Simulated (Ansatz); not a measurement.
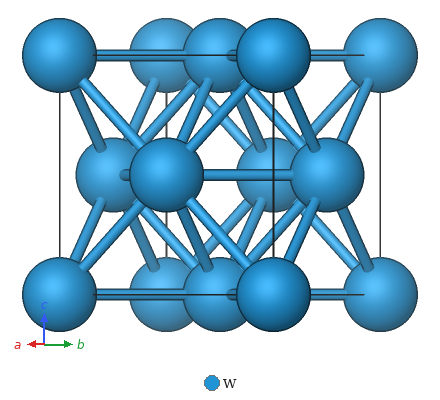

W (Fm-3m, No. 225): the geometry relaxed with DFT, BLYP, plane waves (420 eV) with PAW, scalar-relativistic in Ansatz 0.2.0; the starting structure was generated, so it need not be a known form of this composition.

```cif
data_structure
_symmetry_space_group_name_H-M 'Fm-3m'
_symmetry_Int_Tables_number 225
_cell_length_a 4.0836
_cell_length_b 4.0836
_cell_length_c 4.0836
_cell_angle_alpha 90.000
_cell_angle_beta 90.000
_cell_angle_gamma 90.000
_cell_volume 68.10
loop_
_atom_site_label
_atom_site_type_symbol
_atom_site_symmetry_multiplicity
_atom_site_Wyckoff_symbol
_atom_site_fract_x
_atom_site_fract_y
_atom_site_fract_z
_atom_site_occupancy
W1 W 4 a 0.00000 0.00000 0.00000 1
```

Q: What will a dark-field STEM-like image along [210] show? The image is simulated as a sum over atoms of Z^1.8, blurred by a 0.50 Å probe (no channelling). The display is stretched by a gamma of 0.8; percentages refer to the linear signal. The speckle of an amorphous layer was added.

A: The columns repeat on a rectangular net of 0.91 × 2.04 Å (plane group p2mm). All columns are alike (W). The shortest distance between visible columns is 0.91 Å in projection. Along the beam the structure repeats every 9.13 Å.

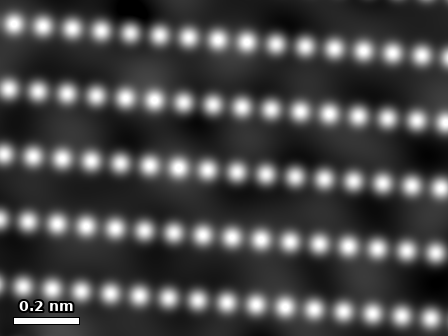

The simulated image.
